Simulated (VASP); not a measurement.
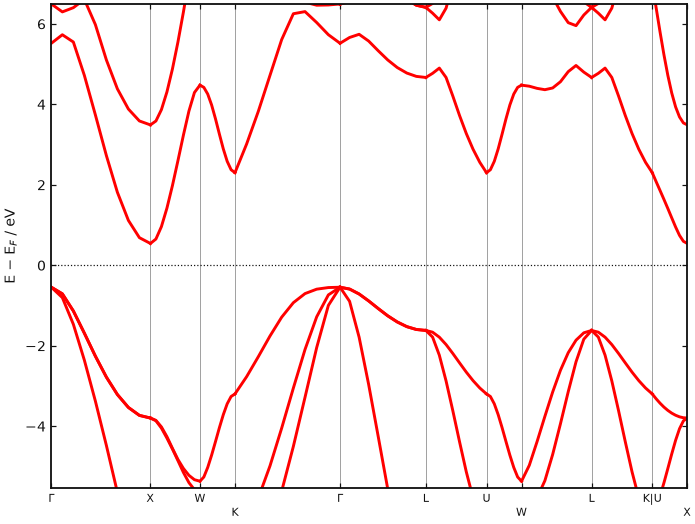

Band structure. Energies are counted from the Fermi level, put mid-gap where there is a gap.

**Which Bravais lattice do the labels of the path belong to?**

A face-centred cubic lattice: the path Γ–X–W–K–Γ–L–U–W–L–K|U–X runs through the special points of its Brillouin zone.

Structure: zincblende SiC, space group F-43m, 2 atoms in the primitive cell; cubic a = 4.368 Å.

Method: PBEsol, VASP PAW PBE potentials, release 64 (C, Si), no spin polarisation, no spin-orbit coupling, 3×3×3 k mesh, 520 eV cutoff (VASP 6.6.1).

**What does the band structure say about the gap?**

A semiconductor. The gap along this path is 1.09 eV and indirect, from the valence-band top at Γ to the conduction-band bottom at X; the smallest direct gap is 4.34 eV, at X.

**How much do the top valence band and the lowest conduction band disperse along the path?**

The top valence band spans 4.8 eV and the lowest conduction band 5.8 eV.

**What are the direct gaps at L, U and K?**

The direct gaps are 6.29 eV at L, 5.50 eV at U and 5.50 eV at K.

**How many bands meet at the valence-band top?**

Three bands meet at the valence-band top at Γ: it is triply degenerate (spin aside).

The k mesh is coarse (spacing up to 0.83 Å⁻¹), so the values aren't converged. The PAW data sets were made with another functional. LDA, GGA and most meta-GGA functionals understate gaps. The cell was built from a pattern and not relaxed, so its bond lengths can be off.
